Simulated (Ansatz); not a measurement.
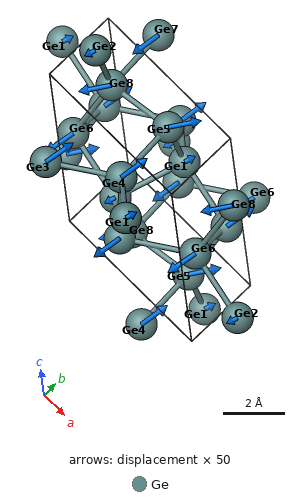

A relaxation of solid Ge (set up in R-3). The starting structure is drawn; blue arrows show the displacements (the part carried along by the change of the cell is left out), magnified 50 times.

A ball-and-stick model of the cell of the calculation, seen slightly off an axis.

Method: DFT PBEsol, scalar-relativistic, plane waves, PAW (Ansatz 0.2.0). (plane-wave cutoff 420 eV; k-point mesh 6 × 6 × 6; occupations gaussian; smearing width 0.1 eV; no spin polarisation; cell and atoms relaxed; force threshold 0.005 eV/Å; at most 80 steps)

Question: What happened in the run?

Answer: The largest moves relative to the cell, 0.023 Å, are those of Ge3, Ge4, Ge5, Ge6, Ge7 and Ge8. Ge7 goes roughly along [−2 −2 −3]. Cell: a = b = c 6.120 → 6.011 Å (−1.8 %). Volume −5.3 %. Near-neighbour distances that change, for instance: Ge1–Ge3 2.526 → 2.480 Å, Ge3–Ge4 2.540 → 2.495 Å, Ge1–Ge2 2.559 → 2.531 Å, Ge3–Ge6 2.497 → 2.483 Å. The space group stays R-3 (No. 148). The energy falls by 11.6 meV per atom in 4 accepted moves (5 points after the start). Largest force component: 0.043 eV/Å at the start, 0.0023 eV/Å at the end. The pressure goes from −3.14 to 0.01 GPa. At 1 point the geometry stayed and the basis and grid were re-selected for the new cell (energy shift of 0.2 meV per atom at most each time). Cost: 73 s on 2 threads of Arm Neoverse V2 (shared host), peak memory 0.72 GiB.
